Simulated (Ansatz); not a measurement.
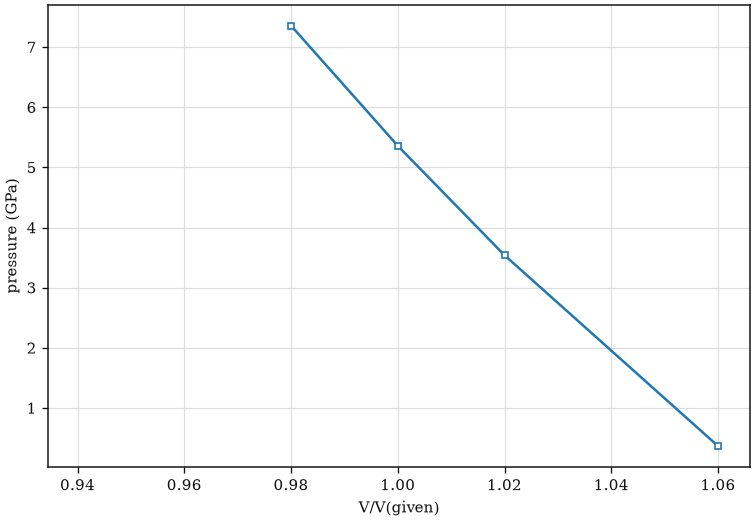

The figure shows the pressure against V/V(given) for BeSe, space group F-43m (No. 216).

Cell as given: a = 3.585 Å, b = 3.585 Å, c = 3.585 Å, α = 60.00°, β = 60.00°, γ = 60.00°; 2 atoms.

Calculation (Ansatz 0.2.0): periodic Kohn-Sham DFT of a crystal at fixed atoms, scaled to the stated factor times the given cell; pressure positive in compression. Level: PBE.

- method: frozen-core PAW
- relativity: scalar
- k mesh: 10×10×10
- occupations: Fermi–Dirac
- smearing width: 0.03 eV
- wave cutoff: 420 eV
- PAW set: soft_2

V(given) is 16.29 Å³/atom.

The point at V/V(given) 0.941 is left out of the plot. What does the calculation give there?

| V/V(given) | pressure (GPa) |
| --- | --- |
| 0.941 | 11.9 |

Keep in mind: the volumes run don't bracket the minimum of the energy, so any equilibrium value is extrapolated.
